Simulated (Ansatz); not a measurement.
GaSb

Input file:

```
crystal:
  lattice:
    - [-1.5468755444, 2.4305198146, 3.171243546]
    - [1.5468755444, -2.4305198146, 3.171243546]
    - [1.5468755444, 2.4305198146, -3.171243546]
  atoms:
    - { symbol: Ga, position: [0.0, 0.0, 0.0] }
    - { symbol: Sb, position: [0.5, 0.5, 0.0] }
basis:
  ecutwfc: 420
kpoints:
  mp_grid: { grid: [16, 16, 16] }
hamiltonian:
  xc: pbe
  pseudopotentials: { kind: paw, azcp: { folder: soft_1 } }
scf:
  occupations: { method: gaussian, width: 0.15 }
output:
  forces: true
  stress: true
  eigenvalues: true
  write_density: true
  write_potential: true
  elf: true
  volumetric_format: npy
```

Command:

```sh
ansatz run input.yaml --threads 2 --pin off --max-ram 4096MiB --backend cpu --events-out ev --progress --plain --runs-dir out
```

Below, planes, directions and counts refer to the conventional cell (a = 3.09 Å, b = 4.86 Å, c = 6.34 Å, α = 90.00°, β = 90.00°, γ = 90.00°).

Space group Immm; a point of a scan over the structure, not its minimum; a structure from a database of computed crystals, not necessarily the ambient phase; changed on purpose from its base cell (strain +e along x and -e along y +0.0133, strain +e along z and -e/2 along x and y +0.1000); computed pressure about 3 GPa in this cell; PAW files of the earlier set (soft_1).

Computed with DFT PBE, scalar-relativistic, plane waves, PAW in Ansatz.

Core electrons are frozen (PAW), and the valence fields are smoothed inside the atomic spheres.

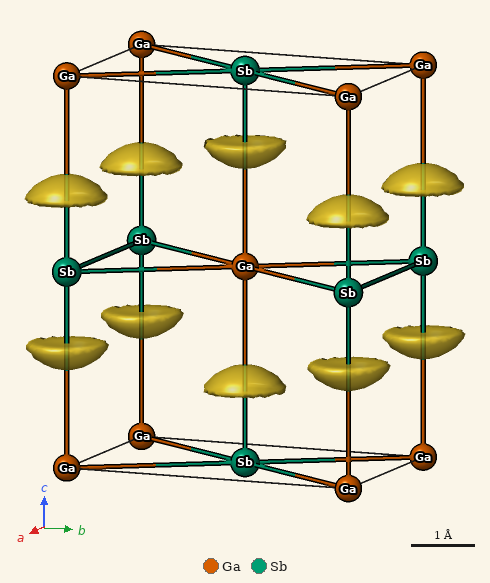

Figure 1. Isosurface of the electron localisation function at 0.55 (yellow), seen slightly off an axis. Only the valence region is drawn (cores and ρ < 0.01 e/Å³ removed). Sticks mark near contacts.

Identify the bonds, lone pairs and shells in this picture.

Answer. At this value the surface marks out four regions between bonded Ga–Sb atoms, counted in one cell of 4 atoms. Regions shared between cells count once. Along the contacts the grid gives the following. Ga–Sb (2.88 Å): the ELF is about 0.50 at the midpoint. Sb–Sb (3.09 Å): the ELF is about 0.40 at the midpoint.

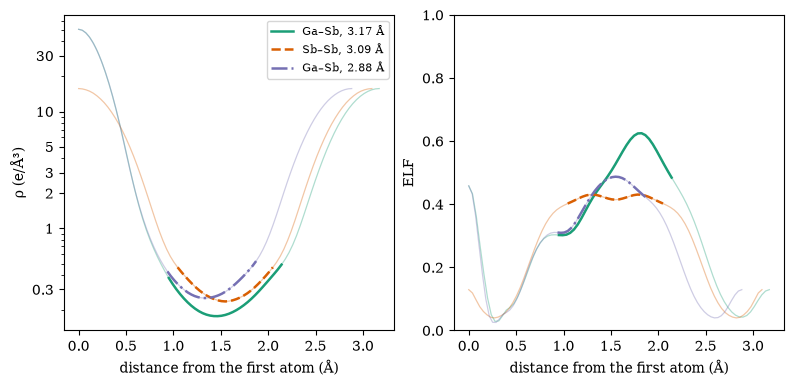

Figure 2. Valence electron density and electron localisation function along straight lines between neighbouring atoms. Thin, pale parts lie inside the atomic spheres.

What can be read from the curves?

Answer. Ga–Sb (3.17 Å): ρ at the midpoint is about 0.19 e/Å³; the ELF peaks at about 0.65 between the atoms.
Sb–Sb (3.09 Å): the density is about 0.24 e/Å³ at the midpoint; the ELF is about 0.40 at the midpoint.
Ga–Sb (2.88 Å): ρ is about 0.26 e/Å³ halfway; the ELF is about 0.50 at the midpoint.

Does the calculation make it a metal, or give it a gap?

Answer. It is gapless in this calculation (a metal or semimetal).
